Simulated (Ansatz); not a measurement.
## Two runs on BAs

System: BAs (2 atoms in the cell).
Method of run 1: DFT, r2SCAN, plane waves, PAW, no spin polarisation (Ansatz 0.2.0).

The structure was built on a prototype by a generator. The geometry comes from this level: r2SCAN (a point of a series of strains). Text and figures count atoms from 1; the logs count them from 0 in places.

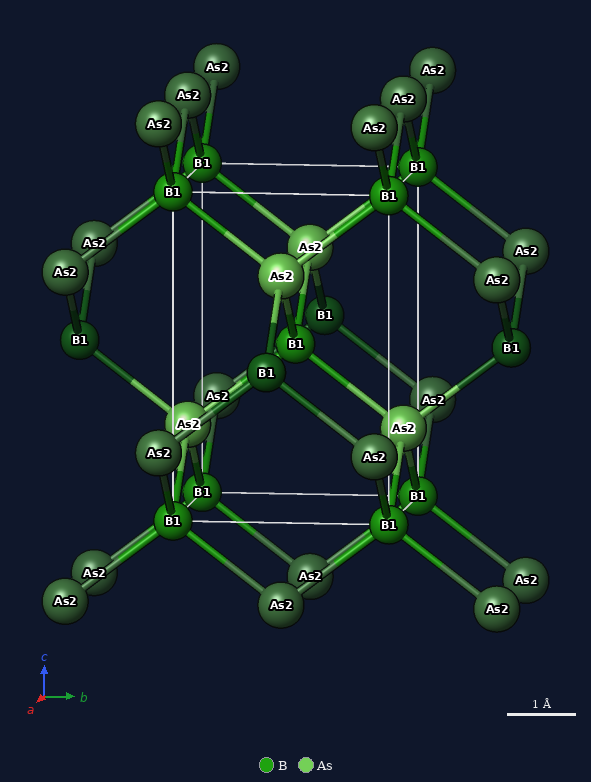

**Figure 1.** The structure as given in the input (ball-and-stick view of the cell 2 times as large as that of the calculation, set on its symmetry axes, seen at an oblique angle; neighbours outside the cell are drawn fainter; atoms are numbered from 1 in the order of the input). Near neighbours in the crystal (not all of them lie inside the picture): B has 4 As at 2.02 Å; As has 4 B at 2.02 Å.

## Input file, run 1
```yaml
crystal:
  lattice:
    - [0.0, 2.2701215427, 2.4479674292]
    - [2.2701215427, 0.0, 2.4479674292]
    - [2.2701215427, 2.2701215427, 0.0]
  atoms:
    - { symbol: B, position: [0.0, 0.0, 0.0] }
    - { symbol: As, position: [0.25, 0.25, 0.25] }
kpoints:
  mp_grid: { grid: [10, 10, 10] }
  band_path:
    path:
      - [0.0, 0.0, 0.0]
      - [-0.5, -0.5, 0.0]
      - [-0.375, -0.375, 0.25]
      - [-0.375, 0.0, 0.375]
      - [0.0, 0.0, 0.5]
      - [-0.5, -0.25, 0.25]
      - [0.0, 0.403646, 0.403646]
    npoints: 1
hamiltonian:
  xc: r2scan
scf:
  occupations: { method: fixed }
  n_extra_bands: 4
output:
  forces: true
  stress: true
  eigenvalues: true
```

Command:
```bash
ansatz run input.yaml --threads 4 --pin off --max-ram 3686MiB --backend cpu --events-out ev --progress --plain --runs-dir out
```

Hardware: 4 threads of an Arm (aarch64) CPU, shared host.

## Output, shortened to warnings, some set-up lines, iterations and results (run 1)
```
Basis set: ecut = 500 eV, 641 PW (Γ), exchange–correlation on 100×100×96 points (64 copies of the dense FFT grid, shifted against one another)
Symmetry: 8 space group operations
k-points: 102 of 1000 (time reversal used)
Initial density: superposition of atomic densities (neutral atoms: chi_scale 0, normalization atom), corrected by the library's trained network
[...]
SCF iter   1: F=—  HF=-5021.149980 eV  |F-HF|=—  |Δ(HF+E_count)|=         —  Δρ=5.80e-3  dr2=8.78e-3  dr2_τ=1.19e-1  ethr=1.77e-3  ⟨swp⟩=4.2  Hψ=6633  notcnv=0  defer=166
SCF iter   2: F=—  HF=-5021.180032 eV  |F-HF|=—  |Δ(HF+E_count)|=   3.01e-2  Δρ=2.60e-3  dr2=9.37e-4  dr2_τ=9.50e-5  ethr=4.88e-5  ⟨swp⟩=2.2  Hψ=3290  notcnv=0  defer=201
SCF iter   3: F=—  HF=-5021.180130 eV  |F-HF|=—  |Δ(HF+E_count)|=   9.75e-5  Δρ=1.39e-3  dr2=2.37e-4  dr2_τ=3.92e-6  ethr=5.21e-6  ⟨swp⟩=3.0  Hψ=2445  notcnv=0  defer=203
SCF iter   4: F=—  HF=-5021.180200 eV  |F-HF|=—  |Δ(HF+E_count)|=   6.99e-5  Δρ=2.33e-4  dr2=7.36e-6  dr2_τ=2.49e-7  ethr=1.31e-6  ⟨swp⟩=2.0  Hψ=1509  notcnv=0  defer=199
SCF iter   5: F=—  HF=-5021.180202 eV  |F-HF|=—  |Δ(HF+E_count)|=   2.13e-6  Δρ=2.34e-5  dr2=6.57e-8  dr2_τ=4.89e-9  ethr=4.09e-8  ⟨swp⟩=2.1  Hψ=1638  notcnv=0
SCF iter   6: F=-5021.180202 eV  HF=-5021.180202 eV  |F-HF|=5.20e-9  |Δ(HF+E_count)|=   3.96e-8  Δρ=6.39e-6  dr2=3.53e-9  dr2_τ=1.94e-10  ethr=3.65e-10  ⟨swp⟩=3.7  Hψ=6915  …
SCF 1 converged in 6 iterations: F = -5021.180202 eV  dr2 = 3.53e-9
NSCF: frozen V_eff on 7 k-points
SCF converged after 6 iterations
Free energy (F): -5021.180202 eV
Harris-Foulkes:  -5021.180202 eV  (|F-HF|=5.20e-9)
Internal energy: -5021.180202 eV  (E = F + TS)
E sigma→0 (E₀):  -5021.180202 eV
Fermi energy:    12.624012 eV
--- Per-component energies (eV) ---
  E_band       = -203.377006
  E_kinetic    = 155.170160
  E_local      = -1625.190088  (includes V_loc(G=0)·N_el)
  E_nonlocal   = -657.452652
  E_hartree    = 915.132666
  E_xc         = -106.964663
  E_vxc        = -127.484596  (∫ρ·V_xc dr)
  E_paw        = -1929.200329  (= ΣΔE_a)
  E_vpaw       = 215.002074  (= ΣTr[D̂ρ^β])
  E_aug_tail   = -0.000007  (compensation charges beyond the density's cutoff)
  E_vtau       = 6.312305  (kinetic-family band-sum trace: ∫τ·v_τ [+ j·A + Jᵃ·Aᵃ] dr)
  E_ewald      = -1771.199439
  E_core_change = -1.475850  (= ΣΔE_core)
  E_smearing   = -0.000000  (= −TS)
  E_closure    = 0.000000  (closes the sum)
  Σ components = -5021.180202   (vs F -5021.180202, Δ=0.00e0)
--- Forces (eV/Å), atoms counted from 1 ---
  atom   1  B      0.00000000     0.00000000     0.00000000
  atom   2  As     0.00000000     0.00000000    -0.00000000
  max |Σ_I F_I| component: 3.47e-16 eV/Å
--- Stress (GPa, compression-positive) ---
       20.196341       0.000000       0.000000
        0.000000      20.196341       0.000000
       -0.000000       0.000000      -0.017815
  P = ⅓ Tr σ = 13.4583 GPa (134.583 kbar)
```

The input of run 2 differs as follows (lines with − go, lines with + come):
```diff
-  xc: r2scan
+  xc: pbe
-  occupations: { method: fixed }
+  occupations: { method: fermi_dirac, width: 0.02 }
```

What does this change do to the results?

The total energies belong to different methods, so their difference says nothing on which is more stable or more accurate. The gap on the mesh goes from 0.66 to 0.50 eV. The pressure goes from 13.46 to 15.52 GPa. The functional changes from r2SCAN to PBE. The number of SCF iterations is the same. The default cutoff goes from 500 to 420 eV with the change. The plane waves at Γ go from 641 to 493.

## Output, shortened to warnings, some set-up lines, iterations and results (run 2)
```
Basis set: ecut = 420 eV, 493 PW (Γ), exchange–correlation on 48×48×48 points (8 copies of the dense FFT grid, shifted against one another)
Symmetry: 8 space group operations
k-points: 102 of 1000 (time reversal used)
Initial density: superposition of atomic densities (neutral atoms: chi_scale 0, normalization atom), corrected by the library's trained network
[...]
SCF iter   1: F=—  HF=-5011.918022 eV  |F-HF|=—  |Δ(HF+E_count)|=         —  Δρ=1.51e-3  dr2=5.67e-4  ethr=1.77e-3  ⟨swp⟩=6.0  Hψ=7496  notcnv=0
SCF iter   2: F=—  HF=-5011.918170 eV  |F-HF|=—  |Δ(HF+E_count)|=   1.48e-4  Δρ=7.23e-4  dr2=1.04e-4  ethr=3.15e-6  ⟨swp⟩=2.0  Hψ=3318  notcnv=0
SCF iter   3: F=—  HF=-5011.918191 eV  |F-HF|=—  |Δ(HF+E_count)|=   2.06e-5  Δρ=2.88e-4  dr2=1.63e-5  ethr=5.78e-7  ⟨swp⟩=2.0  Hψ=2234  notcnv=0
SCF iter   4: F=—  HF=-5011.918203 eV  |F-HF|=—  |Δ(HF+E_count)|=   1.25e-5  Δρ=6.20e-5  dr2=5.48e-7  ethr=9.03e-8  ⟨swp⟩=2.0  Hψ=1716  notcnv=0
SCF iter   5: F=—  HF=-5011.918204 eV  |F-HF|=—  |Δ(HF+E_count)|=   6.47e-7  Δρ=2.37e-5  dr2=1.14e-7  ethr=3.04e-9  ⟨swp⟩=2.0  Hψ=2244  notcnv=0
SCF iter   6: F=-5011.918204 eV  HF=-5011.918204 eV  |F-HF|=2.75e-9  |Δ(HF+E_count)|=   1.03e-7  Δρ=4.17e-6  dr2=4.20e-9  ethr=5.56e-10  ⟨swp⟩=5.0  Hψ=5991  notcnv=0
SCF 1 converged in 6 iterations: F = -5011.918204 eV  dr2 = 4.20e-9
NSCF: frozen V_eff on 7 k-points
SCF converged after 6 iterations
Free energy (F): -5011.918204 eV
Harris-Foulkes:  -5011.918204 eV  (|F-HF|=2.75e-9)
Internal energy: -5011.918204 eV  (E = F + TS)
E sigma→0 (E₀):  -5011.918204 eV
Entropy (-TS):   -0.000000 eV (-0.000 meV/atom)
Fermi energy:    12.928683 eV
--- Per-component energies (eV) ---
  E_band       = -190.980809
  E_kinetic    = 155.559282
  E_local      = -1624.636337  (includes V_loc(G=0)·N_el)
  E_nonlocal   = -657.630104
  E_hartree    = 914.004795
  E_xc         = -112.680512
  E_vxc        = -119.308116  (∫ρ·V_xc dr)
  E_paw        = -1915.335896  (= ΣΔE_a)
  E_vpaw       = 227.022857  (= ΣTr[D̂ρ^β])
  E_aug_tail   = 0.000006  (compensation charges beyond the density's cutoff)
  E_ewald      = -1771.199439
  E_smearing   = -0.000000  (= −TS)
  E_closure    = -0.000000  (closes the sum)
  Σ components = -5011.918204   (vs F -5011.918204, Δ=0.00e0)
--- Forces (eV/Å), atoms counted from 1 ---
  atom   1  B      0.00000000     0.00000000    -0.00000000
  atom   2  As     0.00000000    -0.00000000     0.00000000
  max |Σ_I F_I| component: 3.43e-16 eV/Å
--- Stress (GPa, compression-positive) ---
       21.733730      -0.000000       0.000000
       -0.000000      21.733730       0.000000
       -0.000000       0.000000       3.084551
  P = ⅓ Tr σ = 15.5173 GPa (155.173 kbar)
```

## The two runs side by side

```csv
quantity,run 1,run 2
outcome,converged,converged
free energy per atom (eV),−2510.5901,−2505.9591
gap on the mesh (eV),0.66,0.50
pressure (GPa),13.46,15.52
largest force (eV/Å),0.000,0.000
SCF iterations,6,6
irreducible k-points,102,102
plane waves at Γ,641,493
wall time (shared host),4.3 s,2.3 s
```
